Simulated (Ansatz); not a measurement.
Single-point calculation, with input and output: Mo$_{7}$S$_{17}$

- system: Mo$_{7}$S$_{17}$ (defect cell, 24 atoms in the cell)
- method: DFT, PBE, dispersion d3bj, plane waves, PAW, Ueff = 5 eV on Mo d, no spin polarisation (Ansatz 0.2.0)

The structure derives from a Materials Project entry. Figures and captions count atoms from 1; the log counts them from 0 in places.

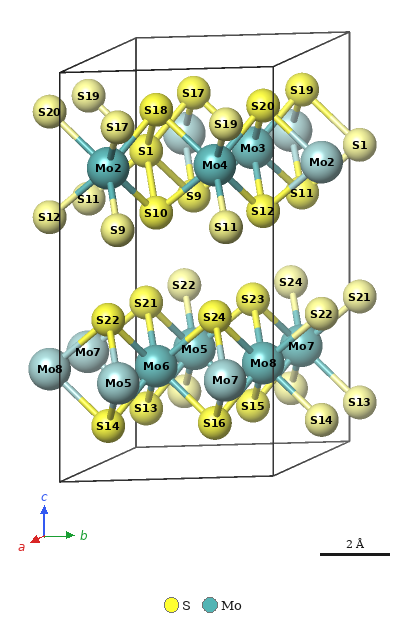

Figure 1. The structure (ball-and-stick view of the cell of the calculation, seen slightly off an axis; neighbours outside the cell are drawn fainter; atoms are numbered from 1 in the order of the input). An atom can appear more than once, as a periodic image.

### Summary

| quantity | value |
| --- | --- |
| outcome | converged |
| electrons treated | 200 |
| free energy | −50046.6058 eV |
| Fermi energy | 10.730 eV |
| gap on the k-point mesh | 0.24 eV |
| largest force (length of the vector) | 0.956 eV/Å |
| hardware | 4 threads of AMD EPYC (Zen 3), 32 GiB of memory available, shared host |
| wall time | 4.8 s (CPU time 18 s) |
| peak memory | 0.69 GiB |

### Notes

Settings chosen away from the usual ones: hamiltonian.hubbard set to {"sites": [{"species": "Mo", "l": "d", "u_eff": 5.0}], "double_counting": "amf"}; basis.ecutwfc set to 18.4 Ry (from 420); scf.mixing.preconditioner set to kerker_dos. These settings are looser than, or depart from, a standard set-up, so the numbers are not reference values for this system. The program warns: the cutoff is below the recommended one. So coarse a mesh can miss the band edges, so the true gap of this method can be much smaller, or zero.

### Input
```yaml
crystal:
  lattice:
    - [3.1492766198, -5.4547071124, 0.0]
    - [-6.2985532394, -1.0e-10, 0.0]
    - [0.0, 0.0, -12.0928266346]
  atoms:
    - { symbol: S, position: [0.3333333333, 0.1666666667, 0.75] }
    - { symbol: Mo, position: [0.8333035486, 0.1666070971, 0.75] }
    - { symbol: Mo, position: [0.3333929029, 0.6666964514, 0.75] }
    - { symbol: Mo, position: [0.8333035486, 0.6666964514, 0.75] }
    - { symbol: Mo, position: [0.1666780266, 0.3333219734, 0.25] }
    - { symbol: Mo, position: [0.6666439467, 0.3333219734, 0.25] }
    - { symbol: Mo, position: [0.1666780266, 0.8333560533, 0.25] }
    - { symbol: Mo, position: [0.6666666667, 0.8333333333, 0.25] }
    - { symbol: S, position: [0.1692508429, 0.3307491571, 0.6242988723] }
    - { symbol: S, position: [0.6614983142, 0.3307491571, 0.6242988723] }
    - { symbol: S, position: [0.1692508429, 0.8385016858, 0.6242988723] }
    - { symbol: S, position: [0.6666666667, 0.8333333333, 0.6210987293] }
    - { symbol: S, position: [0.3333333333, 0.1666666667, 0.1206318221] }
    - { symbol: S, position: [0.8335144604, 0.1670289209, 0.1203238622] }
    - { symbol: S, position: [0.3329710791, 0.6664855396, 0.1203238622] }
    - { symbol: S, position: [0.8335144604, 0.6664855396, 0.1203238622] }
    - { symbol: S, position: [0.1692508429, 0.3307491571, 0.8757011277] }
    - { symbol: S, position: [0.6614983142, 0.3307491571, 0.8757011277] }
    - { symbol: S, position: [0.1692508429, 0.8385016858, 0.8757011277] }
    - { symbol: S, position: [0.6666666667, 0.8333333333, 0.8789012707] }
    - { symbol: S, position: [0.3333333333, 0.1666666667, 0.3793681779] }
    - { symbol: S, position: [0.8335144604, 0.1670289209, 0.3796761378] }
    - { symbol: S, position: [0.3329710791, 0.6664855396, 0.3796761378] }
    - { symbol: S, position: [0.8335144604, 0.6664855396, 0.3796761378] }
  host:
    lattice:
      - [3.1492766197, 0.0, 0.0]
      - [-1.5746383099, 2.7273535562, 0.0]
      - [0.0, 0.0, 12.0928266346]
    atoms:
      - { symbol: Mo, position: [0.6666666667, 0.3333333333, 0.25] }
      - { symbol: Mo, position: [0.3333333333, 0.6666666667, 0.75] }
      - { symbol: S, position: [0.3333333333, 0.6666666667, 0.3794859648] }
      - { symbol: S, position: [0.6666666667, 0.3333333333, 0.8794859648] }
      - { symbol: S, position: [0.3333333333, 0.6666666667, 0.1205140352] }
      - { symbol: S, position: [0.6666666667, 0.3333333333, 0.6205140351] }
basis:
  ecutwfc: "18.4 Ry"
  xc_grid: 2
kpoints:
  mp_grid: { grid: [3, 3, 2], shift: [0.0, 0.0, 0.5] }
hamiltonian:
  xc: pbe
  dispersion: d3bj
  hubbard: { sites: [{ species: Mo, l: d, u_eff: 5.0 }], double_counting: amf }
scf:
  occupations: { method: gaussian, width: 0.01 }
  mixing: { preconditioner: kerker_dos }
output:
  forces: true
  eigenvalues: true
```

Launched with:
```bash
ansatz run input.yaml --threads 4 --pin off --max-ram 10240MiB --backend cpu --events-out ev --progress --plain --runs-dir out
```

### Log
```
Warning: basis.ecutwfc = 250.34475346308957 eV is below the records' recommended 420 eV, and the density's cutoff is lower with it unless basis.ecutrho_ratio is high enough to keep the records' density cutoff: compare with a run at a higher cutoff
S: projections on atomic orbitals take those of the free atom [Ne] 3s2 3p4, of charge +0.00 (hamiltonian.pseudopotentials.projection_atoms); the dataset's partial waves leave at most 1.6e-7 of an orbital's norm unspanned inside its sphere
Mo: projections on atomic orbitals take those of the free atom [Ar 3d10] 4s2 4p6 4d5 5s1, of charge +0.00 (hamiltonian.pseudopotentials.projection_atoms); the dataset's partial waves leave at most 6.0e-6 of an orbital's norm unspanned inside its sphere
Engine: ansatz 0.2.0, x86_64-unknown-linux-gnu
Pseudopotentials: kind: paw
Pseudopotential: S, paw, valence charge 6, recommended cutoff 420 eV (normal), S.paw.azcp
Pseudopotential: Mo, paw, valence charge 14, recommended cutoff 420 eV (normal), Mo.paw.azcp
Functional definition: PBE
  parameter kappa = 0.804
  parameter beta = 0.06672455060314922
  exchange = pbe_x(kappa = kappa, mu = beta*pi^2/3)
  correlation = pbe_c(beta = beta)
Crystal: 24 atoms, lattice volume = 415.470 Å³
Basis set: ecut = 250.34475346308957 eV, 3721 PW (Γ), exchange–correlation on 72×72×128 points (8 copies of the dense FFT grid, shifted against one another)
Bands: 124, of which v1, the nominal top of the filled ones, is band 100 counted from 1 (99 counted from 0)
Symmetry: 12 space group operations
Space group: P-6m2 (ITA 187), of the structure as read, at distance tolerance 7.5e-5 Å
k-points: 3 of 18 (time reversal used)
Non-local potential: S, projectors of the file, l = 0: 2, l = 1: 2, l = 2: 2
Non-local potential: Mo, projectors of the file, l = 0: 3, l = 1: 2, l = 2: 2, l = 3: 1
PAW form: soft (Blöchl's): semilocal exchange-correlation on the pseudo side does not see the compensation charge
PAW one-centre angular grid: S, 110 points (default); XC on 64 Gauss nodes
PAW one-centre angular grid: Mo, 590 points (default); XC on 64 Gauss nodes
Initial wavefunctions: pseudopotential atomic-orbital guess
Functional: x = pbe(κ = 0.804, μ = 0.2195149727645171), c = pbe(β = 0.06672455060314922)
SCF iter   1: F=—  HF=-50051.871676 eV  |F-HF|=—  |Δ(HF+E_count)|=         —  Δρ=6.04e-2  dr2=1.98e1  ethr=3.10e-3  ⟨swp⟩=6.0  Hψ=1392  notcnv=0  defer=1
SCF iter   2: F=—  HF=-50048.291822 eV  |F-HF|=—  |Δ(HF+E_count)|=    3.58e0  Δρ=3.85e-2  dr2=1.36e1  ethr=3.10e-3  ⟨swp⟩=3.0  Hψ=764  notcnv=0  defer=53
SCF iter   3: F=—  HF=-50047.899363 eV  |F-HF|=—  |Δ(HF+E_count)|=   3.92e-1  Δρ=3.13e-2  dr2=1.14e1  ethr=3.10e-3  ⟨swp⟩=3.0  Hψ=641  notcnv=0  defer=50
SCF iter   4: F=—  HF=-50046.570949 eV  |F-HF|=—  |Δ(HF+E_count)|=    1.33e0  Δρ=1.39e-2  dr2=1.52e0  ethr=3.10e-3  ⟨swp⟩=2.3  Hψ=477  notcnv=0  defer=52
SCF iter   5: F=—  HF=-50046.542356 eV  |F-HF|=—  |Δ(HF+E_count)|=   2.86e-2  Δρ=9.62e-3  dr2=7.32e-1  ethr=7.58e-4  ⟨swp⟩=2.7  Hψ=534  notcnv=0  defer=54
SCF iter   6: F=—  HF=-50046.536768 eV  |F-HF|=—  |Δ(HF+E_count)|=   5.59e-3  Δρ=4.24e-3  dr2=1.22e-1  ethr=3.66e-4  ⟨swp⟩=2.3  Hψ=480  notcnv=0  defer=54
SCF iter   7: F=—  HF=-50046.563473 eV  |F-HF|=—  |Δ(HF+E_count)|=   2.67e-2  Δρ=3.45e-3  dr2=6.96e-2  ethr=6.08e-5  ⟨swp⟩=3.3  Hψ=538  notcnv=0  defer=54
SCF iter   8: F=—  HF=-50046.592946 eV  |F-HF|=—  |Δ(HF+E_count)|=   2.95e-2  Δρ=2.08e-3  dr2=3.26e-2  ethr=3.48e-5  ⟨swp⟩=3.0  Hψ=577  notcnv=0  defer=54
SCF iter   9: F=—  HF=-50046.614111 eV  |F-HF|=—  |Δ(HF+E_count)|=   2.12e-2  Δρ=2.79e-3  dr2=9.09e-2  ethr=1.63e-5  ⟨swp⟩=3.7  Hψ=640  notcnv=0  defer=54  recentre
SCF iter  10: F=—  HF=-50046.604873 eV  |F-HF|=—  |Δ(HF+E_count)|=   9.24e-3  Δρ=8.45e-4  dr2=5.03e-3  ethr=1.63e-5  ⟨swp⟩=3.7  Hψ=587  notcnv=0  defer=54
SCF iter  11: F=—  HF=-50046.605336 eV  |F-HF|=—  |Δ(HF+E_count)|=   4.63e-4  Δρ=3.88e-4  dr2=3.83e-4  ethr=2.52e-6  ⟨swp⟩=2.0  Hψ=465  notcnv=0  defer=54
SCF iter  12: F=—  HF=-50046.605799 eV  |F-HF|=—  |Δ(HF+E_count)|=   4.63e-4  Δρ=2.38e-4  dr2=4.91e-4  ethr=1.91e-7  ⟨swp⟩=2.0  Hψ=604  notcnv=0  defer=54
SCF iter  13: F=—  HF=-50046.605800 eV  |F-HF|=—  |Δ(HF+E_count)|=   1.20e-6  Δρ=1.28e-4  dr2=9.95e-5  ethr=1.91e-7  ⟨swp⟩=2.0  Hψ=493  notcnv=0  defer=54
SCF iter  14: F=—  HF=-50046.605810 eV  |F-HF|=—  |Δ(HF+E_count)|=   9.93e-6  Δρ=9.30e-5  dr2=8.46e-5  ethr=4.98e-8  ⟨swp⟩=2.0  Hψ=535  notcnv=0  defer=54
SCF iter  15: F=—  HF=-50046.605803 eV  |F-HF|=—  |Δ(HF+E_count)|=   6.43e-6  Δρ=4.13e-5  dr2=4.93e-6  ethr=4.23e-8  ⟨swp⟩=2.0  Hψ=485  notcnv=0  defer=54
SCF iter  16: F=—  HF=-50046.605809 eV  |F-HF|=—  |Δ(HF+E_count)|=   5.88e-6  Δρ=3.70e-5  dr2=1.94e-5  ethr=2.47e-9  ⟨swp⟩=2.0  Hψ=534  notcnv=0  defer=54
SCF iter  17: F=—  HF=-50046.605808 eV  |F-HF|=—  |Δ(HF+E_count)|=   1.53e-6  Δρ=1.60e-5  dr2=1.74e-6  ethr=2.47e-9  ⟨swp⟩=2.0  Hψ=483  notcnv=0  defer=54
SCF iter  18: F=—  HF=-50046.605808 eV  |F-HF|=—  |Δ(HF+E_count)|=   3.10e-7  Δρ=8.54e-6  dr2=7.47e-7  ethr=8.68e-10  ⟨swp⟩=2.0  Hψ=478  notcnv=0  defer=54
SCF iter  19: F=-50046.605808 eV  HF=-50046.605808 eV  |F-HF|=1.43e-8  |Δ(HF+E_count)|=   2.52e-9  Δρ=3.44e-6  dr2=7.79e-8  ethr=5.00e-11  ⟨swp⟩=10.0  Hψ=1807  notcnv=0
SCF 1 converged in 19 iterations: F = -50046.605808 eV  dr2 = 7.79e-8
  greatest PAW one-centre occupation: 0.999 electrons in one spin orbital (limit 2), on the Mo atom at site 5 (counted from 0), in its partial waves of l = 0
```

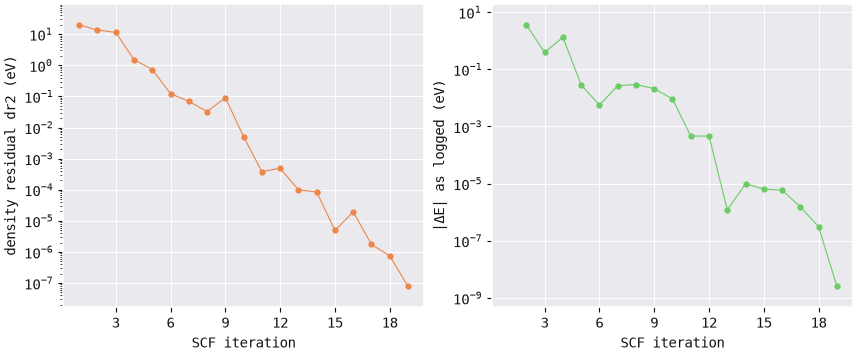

Figure 2. Convergence of the self-consistent field: density residual dr2 and size of the energy change against the SCF iteration. The residual falls unevenly and jumps up by a factor of two or more 2 times on the way down.

```
SCF converged after 19 iterations
Free energy (F): -50046.605808 eV
Harris-Foulkes:  -50046.605808 eV  (|F-HF|=1.43e-8)
Internal energy: -50046.605808 eV  (E = F + TS)
E sigma→0 (E₀):  -50046.605808 eV
Fermi energy:    10.730308 eV
--- Per-component energies (eV) ---
  E_band       = -1014.923398
  E_kinetic    = 4929.046668
  E_local      = -13863.156290  (includes V_loc(G=0)·N_el)
  E_nonlocal   = 1476.774326
  E_hartree    = 5318.569162
  E_xc         = -2945.828822
  E_vxc        = -3104.709947  (∫ρ·V_xc dr)
  E_hubbard    = -1.483963  (on-site DFT+U / exact-exchange correction)
  E_vhub       = -2.968123  (the Hubbard potential's part of the band-sum identity)
  E_paw        = -32609.475098  (= ΣΔE_a)
  E_vpaw       = -1087.032079  (= ΣTr[D̂ρ^β])
  E_aug_tail   = 0.002208  (compensation charges beyond the density's cutoff)
  E_ewald      = -12340.814565
  E_disp       = -10.239433  (pairwise vdW)
  E_smearing   = -0.000000  (= −TS)
  E_closure    = -0.000000  (closes the sum)
  Σ components = -50046.605808   (vs F -50046.605808, Δ=0.00e0)
DFT+U double counting: amf (around mean field; hamiltonian.hubbard.double_counting)
--- Forces (eV/Å), atoms counted from 1 ---
  atom   1  S     -0.00000000     0.00000000     0.00000000
  atom   2  Mo    -0.82821906    -0.47817250     0.00000000
  atom   3  Mo    -0.00000000     0.95634499     0.00000000
  atom   4  Mo     0.82821906    -0.47817250     0.00000000
  atom   5  Mo     0.00411760    -0.00237730     0.00000000
  atom   6  Mo    -0.00000000     0.00475460     0.00000000
  atom   7  Mo    -0.00411760    -0.00237730     0.00000000
  atom   8  Mo    -0.00000000     0.00000000     0.00000000
  atom   9  S      0.08436710    -0.04870937    -0.41075815
  atom  10  S     -0.00000000     0.09741873    -0.41075815
  atom  11  S     -0.08436710    -0.04870937    -0.41075815
  atom  12  S      0.00000000     0.00000000    -0.14240417
  atom  13  S     -0.00000000     0.00000000     0.08365235
  atom  14  S     -0.00343379    -0.00198250     0.10551128
  atom  15  S     -0.00000000     0.00396500     0.10551128
  atom  16  S      0.00343379    -0.00198250     0.10551128
  atom  17  S      0.08436710    -0.04870937     0.41075815
  atom  18  S     -0.00000000     0.09741873     0.41075815
  atom  19  S     -0.08436710    -0.04870937     0.41075815
  atom  20  S      0.00000000     0.00000000     0.14240417
  atom  21  S     -0.00000000     0.00000000    -0.08365235
  atom  22  S     -0.00343379    -0.00198250    -0.10551128
  atom  23  S     -0.00000000     0.00396500    -0.10551128
  atom  24  S      0.00343379    -0.00198250    -0.10551128
  max |Σ_I F_I| component: 3.33e-16 eV/Å
--- Band table (eV) ---
  k-point 0: bands = ["-50.8908", "-50.8521", "-50.8341", "-50.8341", "-50.4368", "-50.4013", "-50.4013", "-25.1137", "-25.1137", "-25.1070", "-24.9024", "-24.8996", "-24.8269", "-24.8038", "-24.8038", "-24.7951", "-24.7951", "-24.7831", "-24.6898", "-24.6898", "-24.6101", "-24.6101", "-24.3707", "-24.3699", "-24.3699", "-24.3027", "-24.3027", "-24.2736", "-5.9556", "-3.9879", "-2.9429", "-2.6960", "-2.4961", "-2.1872", "-2.1872", "-1.9958", "-1.9958", "-1.9957", "-1.8060", "-1.7925", "-1.7925", "-1.7017", "-1.3720", "-1.3720", "-0.4647", "3.6388", "3.9788", "3.9788", "4.0996", "4.2917", "4.2917", "4.2983", "4.8534", "5.2419", "5.2419", "5.2892", "5.5652", "5.5652", "5.8339", "5.8962", "5.8962", "6.1315", "6.1315", "6.6192", "7.1397", "7.2093", "7.2093", "7.2211", "7.2574", "7.2574", "7.5136", "7.5165", "7.5977", "7.5977", "7.8846", "7.8846", "8.0695", "8.2752", "8.2752", "8.3370", "8.3370", "8.3371", "8.8114", "8.8114", "8.9514", "8.9514", "9.0118", "9.2900", "9.3067", "9.3067", "9.4000", "9.4028", "9.4028", "9.6239", "9.8911", "9.8911", "10.0283", "10.2495", "10.2495", "10.3408", "11.5911", "12.4583", "12.4583", "12.4731", "12.4868", "12.7847", "12.7847", "12.8362", "12.8362", "12.9260", "13.2005", "13.2005", "13.2736", "13.2736", "13.3486", "13.5589", "13.5589", "13.7047", "13.7047", "13.8218", "13.8218", "14.1841", "14.3972", "14.3972"]
  k-point 1: bands = ["-50.8825", "-50.8537", "-50.8394", "-50.8340", "-50.4291", "-50.4092", "-50.4022", "-25.0669", "-25.0593", "-25.0156", "-24.8806", "-24.8558", "-24.8445", "-24.8369", "-24.8351", "-24.8135", "-24.8047", "-24.8025", "-24.7661", "-24.7144", "-24.6521", "-24.5824", "-24.4103", "-24.3745", "-24.3544", "-24.3165", "-24.3038", "-24.3015", "-5.7720", "-3.5879", "-3.0633", "-2.7171", "-2.6112", "-2.3921", "-2.2595", "-2.2496", "-2.0638", "-2.0190", "-2.0153", "-1.8545", "-1.7828", "-1.7655", "-1.5088", "-1.3585", "-0.1702", "3.7688", "4.2998", "4.5049", "4.5607", "4.7367", "4.7370", "4.7830", "5.2111", "5.2790", "5.3168", "5.4830", "5.5600", "5.6369", "5.8868", "6.0595", "6.1576", "6.2711", "6.2877", "6.6697", "6.8068", "6.9293", "6.9388", "7.0485", "7.1533", "7.3250", "7.3493", "7.5186", "7.5528", "7.5777", "7.8028", "7.8268", "7.9896", "8.0191", "8.1013", "8.1511", "8.3732", "8.4039", "8.4295", "8.5005", "8.5366", "8.6277", "8.8492", "8.8982", "8.9389", "9.0299", "9.2114", "9.2791", "9.3181", "9.5987", "9.6076", "9.7269", "9.8842", "9.9210", "10.0193", "10.1864", "11.1136", "12.1094", "12.2423", "12.2693", "12.3322", "12.4401", "12.4482", "12.6645", "12.8169", "12.8494", "12.8949", "12.9613", "13.0163", "13.1121", "13.1860", "13.4015", "13.4586", "13.6167", "13.7223", "13.8139", "13.9763", "13.9837", "14.1376", "14.2810"]
  k-point 2: bands = ["-50.8773", "-50.8496", "-50.8496", "-50.8320", "-50.4190", "-50.4188", "-50.4032", "-25.0074", "-24.9649", "-24.9466", "-24.9454", "-24.9358", "-24.8634", "-24.8335", "-24.8335", "-24.7982", "-24.7761", "-24.7744", "-24.7692", "-24.7527", "-24.7254", "-24.5563", "-24.4314", "-24.3541", "-24.3341", "-24.3337", "-24.3306", "-24.3021", "-5.6661", "-3.0467", "-2.9869", "-2.8895", "-2.8391", "-2.7993", "-2.5261", "-2.2005", "-2.1825", "-2.1068", "-1.9000", "-1.8673", "-1.7092", "-1.6912", "-1.6164", "-1.2684", "-0.0472", "3.5901", "4.5547", "4.8178", "4.8354", "4.9666", "5.0051", "5.0625", "5.3310", "5.4104", "5.4871", "5.6063", "5.9835", "6.0017", "6.1639", "6.2532", "6.2759", "6.3286", "6.4722", "6.5725", "6.5739", "6.6747", "6.7293", "6.9024", "6.9497", "6.9572", "7.0890", "7.1104", "7.2321", "7.3414", "7.3850", "7.6094", "7.7724", "7.9471", "7.9752", "8.0677", "8.1748", "8.1976", "8.1986", "8.5187", "8.6125", "8.8150", "9.0465", "9.0929", "9.1918", "9.2101", "9.2454", "9.2589", "9.2882", "9.3455", "9.6178", "9.6523", "9.6829", "10.0551", "10.1266", "10.6111", "10.8495", "11.3018", "11.6283", "11.9836", "12.0181", "12.1444", "12.4746", "12.5373", "12.6377", "12.6565", "12.7620", "12.8543", "13.1014", "13.1126", "13.1912", "13.3023", "13.3201", "13.4441", "13.5772", "13.7595", "13.9814", "14.0006", "14.0047", "14.1147"]
Occupation matrices written to [file]
```
